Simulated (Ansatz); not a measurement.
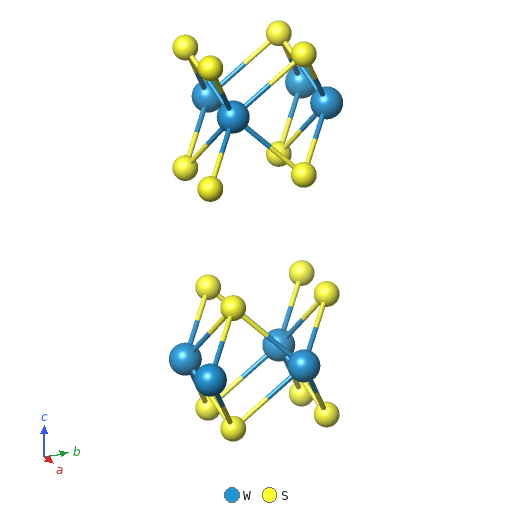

System: WS₂, space group P-3m1 (No. 164). The picture shows the slab (repeated in the plane, vacuum cut away).

Starting cell:
```cif
data_structure
_symmetry_space_group_name_H-M 'P 1'
_symmetry_Int_Tables_number 1
_cell_length_a 3.1832
_cell_length_b 3.1832
_cell_length_c 23.6688
_cell_angle_alpha 90.000
_cell_angle_beta 90.000
_cell_angle_gamma 120.000
_cell_volume 207.70
loop_
_atom_site_label
_atom_site_type_symbol
_atom_site_fract_x
_atom_site_fract_y
_atom_site_fract_z
_atom_site_occupancy
W1 W 0.66667 0.33333 0.36268 1
W2 W 0.33333 0.66667 0.63732 1
S1 S 0.66667 0.33333 0.70318 1
S2 S 0.33333 0.66667 0.42856 1
S3 S 0.66667 0.33333 0.57144 1
S4 S 0.33333 0.66667 0.29682 1
```

Method: all-electron LAPW DFT, no spin polarisation; energies at scaled volumes of the given cell, shape and fractions fixed, counted from the fit's minimum, third-order Birch-Murnaghan fit (Ansatz 0.2.0). Level: PBEsol.

k mesh 10×10×2; occupations Fermi–Dirac; smearing width 0.05 eV; potentials all electron LAPW, scalar relativistic; program settings basis error eV/atom 0.001.

Describe the result: the energy and pressure against volume. The volume takes the values 32.54, 33.23, 33.92, 34.62, 35.31, 36.00, 36.69 Å³/atom.

A third-order Birch–Murnaghan fit gives V0 = 34.01 Å³/atom, B0 = 87.1 GPa and B′ = 4.4. The energy is 18.63 meV/atom at volume 32.54 Å³/atom and 50.35 meV/atom at 36.69 Å³/atom; the lowest computed point is at volume 33.92 Å³/atom (0.05 meV/atom), in a single well. The pressure falls from 4.23 GPa at volume 32.54 Å³/atom to −5.61 GPa at 36.69 Å³/atom, and changes sign near 34.01 Å³/atom.

```csv
volume (Å³/atom),energy (meV/atom),pressure (GPa)
32.54,18.63,4.23
33.23,5.01,2.12
33.92,0.05,0.22
34.62,2.87,-1.49
35.31,12.67,-3.01
36.00,28.71,-4.38
36.69,50.35,-5.61
```

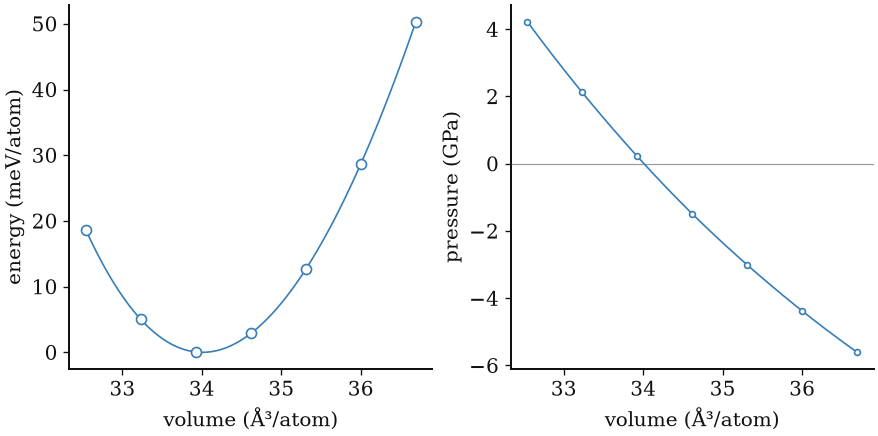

Limits of the calculation: shape and atomic fractions are frozen while scaling, which makes layered, chain and framework solids too stiff.
